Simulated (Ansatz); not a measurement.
Structure data:

```yaml
crystal:
  lattice:
    - [6.55878, 0.00000, 0.00000]
    - [-3.27939, 5.68007, 0.00000]
    - [0.00000, 0.00000, 5.29323]
  atoms:
    - { symbol: Zn, position: [0.00000, 0.00000, 0.45370] }
    - { symbol: Zn, position: [0.00470, 0.50235, 0.50329] }
    - { symbol: Zn, position: [0.49765, 0.99530, 0.50329] }
    - { symbol: Zn, position: [0.49765, 0.50235, 0.50329] }
    - { symbol: Zn, position: [0.82483, 0.17517, 0.00714] }
    - { symbol: Zn, position: [0.82483, 0.64966, 0.00714] }
    - { symbol: Zn, position: [0.35034, 0.17517, 0.00714] }
    - { symbol: Zn, position: [0.33333, 0.66667, 0.00821] }
    - { symbol: O, position: [0.00081, 0.50040, 0.88132] }
    - { symbol: O, position: [0.49960, 0.99919, 0.88132] }
    - { symbol: O, position: [0.49960, 0.50040, 0.88132] }
    - { symbol: O, position: [0.83254, 0.16746, 0.38102] }
    - { symbol: O, position: [0.83254, 0.66508, 0.38102] }
    - { symbol: O, position: [0.33492, 0.16746, 0.38102] }
    - { symbol: O, position: [0.33333, 0.66667, 0.38256] }
```

### What crystal do these data define?

The formula is Zn8O7. The atoms follow space group P3m1 (No. 156); the Bravais lattice is primitive hexagonal. In the cell are 8 Zn, 7 O, which makes 1 formula unit. Each O is bonded to four Zn in a tetrahedral arrangement at 1.94 to 2.01 Å. Taking every contact within bonding distance, one finds Zn 3 to 4 (mean 3.5). The bonds build a three-dimensional framework.

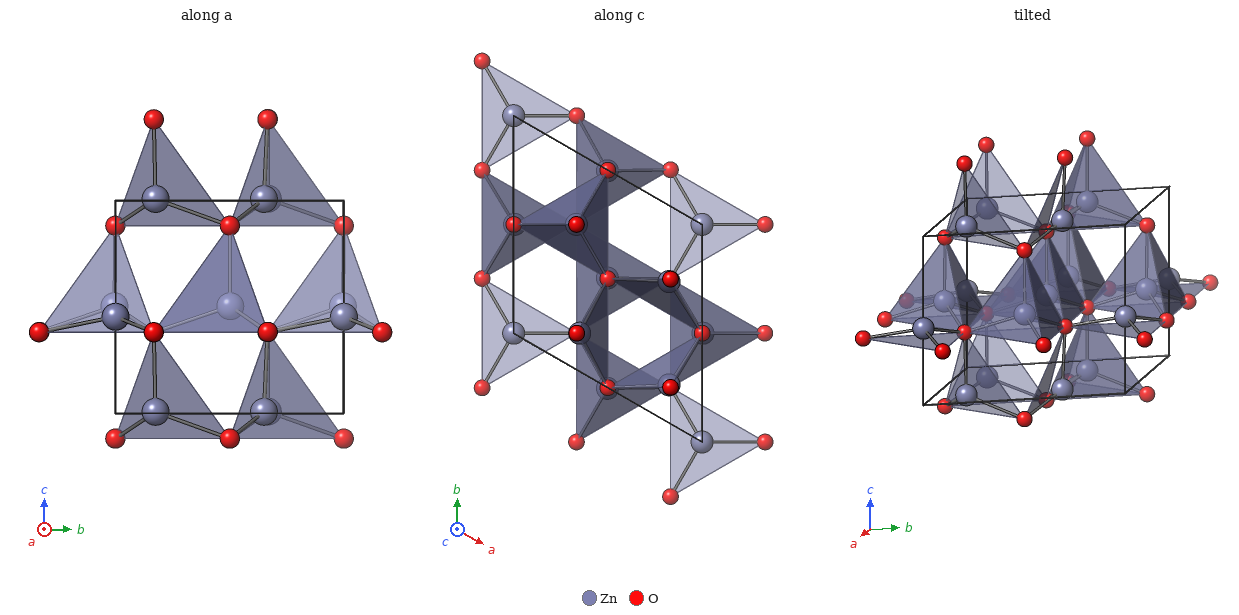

Polyhedral representation of a periodic structure, projected along the a axis, along the c axis and slightly off an axis. The lines enclose the conventional unit cell; boundary atoms appear with their images. Some atoms of the next cells are drawn as well. Colours: zinc blue, oxygen red.

Provenance: a structure listed in the Materials Project, repeated into a supercell with a point defect put in. The atoms were relaxed in a fixed cell with DFT PBE, scalar-relativistic, plane waves, PAW (Ansatz 0.2.0).
